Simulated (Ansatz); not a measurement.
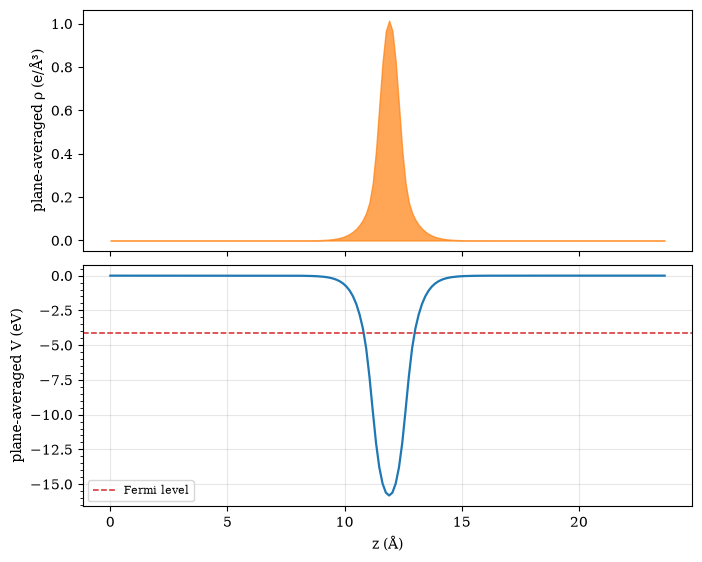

*TiAl. Plane average of the electrostatic potential energy of an electron and of the valence electron density across the slab.*

A structure generated by program, which may or may not match a known phase; the program warned that a starting moment wasn't kept; spin-polarised, but the moments vanished.

Theory: DFT PBE, scalar-relativistic, plane waves, PAW (Ansatz).

In a PAW calculation such maps are meaningful between the atoms, not at the nuclei.

**Read off the work function of this surface.**

The potential is flat in the vacuum, 4.2 eV above the Fermi level; this is the work function, the same on both faces.

**How thick is the slab, and how wide the vacuum?**

The outermost nuclei are 0.0 Å apart, in 1 atomic plane; the vacuum between periodic images is 23.8 Å wide.
